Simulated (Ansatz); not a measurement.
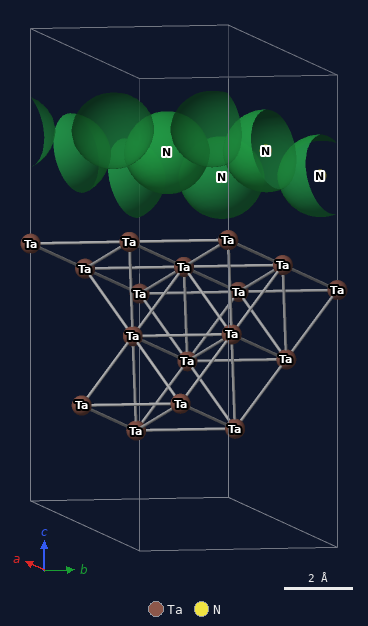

The picture shows: Ta3N (slab). Isosurface of the magnetisation density (up minus down) at +0.05 e/Å³ (green), seen at an oblique angle. Sticks mark near contacts.

A point of a scan over the structure, not its minimum; not relaxed (largest force 0.6 eV/Å); PAW files of the earlier set (soft_1); spin-polarised.

Method: DFT LDA, scalar-relativistic, plane waves, PAW (Ansatz).

Core electrons are frozen (PAW), and the valence fields are smoothed inside the atomic spheres.

> Where is the spin, and how is it ordered?

The spin density sits on N: +2.6 μB in one cell of 4 atoms, with smaller moments on other sites: Ta (up to −0.07 μB): a single local moment. The cell of the calculation (4 atoms) carries 2.8 μB of net spin moment.
